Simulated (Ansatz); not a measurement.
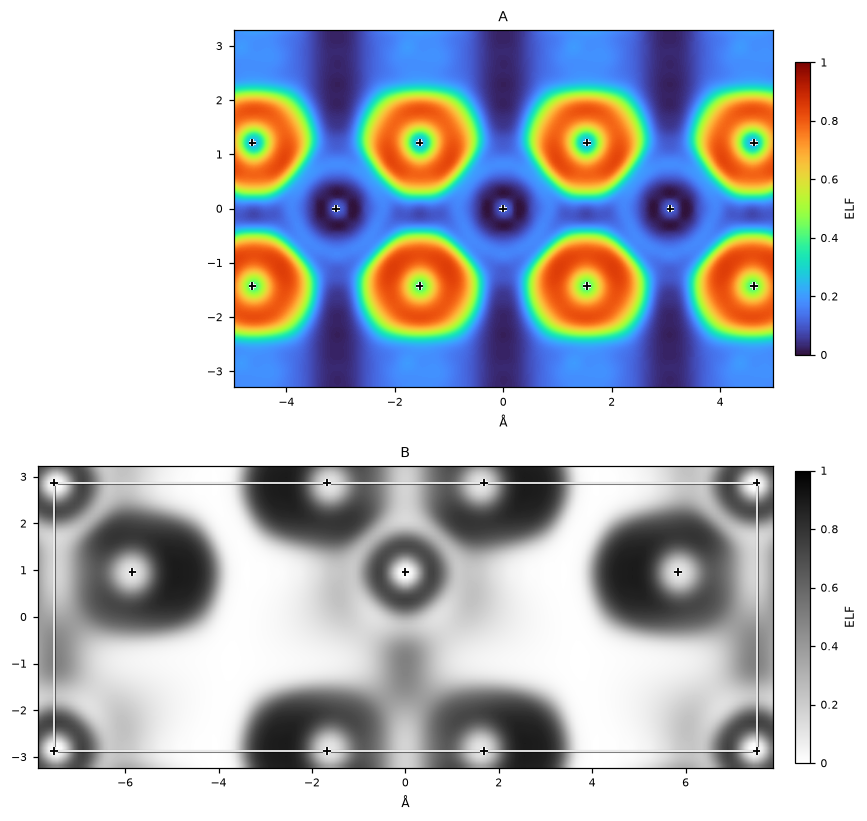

The ELF of 2 systems, each on a plane through atoms (crosses mark nuclei in the plane).

Theory: DFT PBE, scalar-relativistic, plane waves, PAW (Ansatz).

System 1: Ga2O3, the (100) plane of the conventional cell. Space group C2/m.

```
CELL_PARAMETERS angstrom
12.45515 0.00000 0.02309
0.00000 3.08346 0.00000
-1.40271 0.00000 5.70775
ATOMIC_POSITIONS crystal
Ga 0.08991 0.00000 0.79472
Ga 0.58991 0.50000 0.79472
Ga 0.41009 0.50000 0.20528
Ga 0.91009 0.00000 0.20528
Ga 0.15850 0.50000 0.31418
Ga 0.65850 0.00000 0.31418
Ga 0.34150 0.00000 0.68582
Ga 0.84150 0.50000 0.68582
O 0.16349 0.00000 0.10920
O 0.66349 0.50000 0.10920
O 0.33651 0.50000 0.89080
O 0.83651 0.00000 0.89080
O 0.17370 0.00000 0.56436
O 0.67370 0.50000 0.56436
O 0.32630 0.50000 0.43564
O 0.82630 0.00000 0.43564
O 0.49602 0.00000 0.25670
O 0.99602 0.50000 0.25670
O 0.00398 0.50000 0.74330
O 0.50398 0.00000 0.74330
```

System 2: WSe2, the (110) plane of the conventional cell. Space group P6₃/mmc; a structure from a database of computed crystals, not necessarily the ambient phase.

```
W Se
1.0
     3.32099    0.00000    0.00000
    -1.66049    2.87606    0.00000
     0.00000    0.00000   15.04384
W Se
2 4
Direct
  0.66667 0.33333 0.75000
  0.33333 0.66667 0.25000
  0.33333 0.66667 0.86154
  0.66667 0.33333 0.36154
  0.33333 0.66667 0.63846
  0.66667 0.33333 0.13846
```

> Which map belongs to which system?

Panel A is system 1, Ga2O3: the plane holds Ga and O. Ga–O (1.97 Å): the ELF peaks at about 0.85 in the valence shell of O, 0.6 Å from its nucleus, and is about 0.35 at the midpoint. Panel B is system 2, WSe2: the plane holds W and Se. W–Se (2.55 Å): the ELF is about 0.55 at the midpoint.
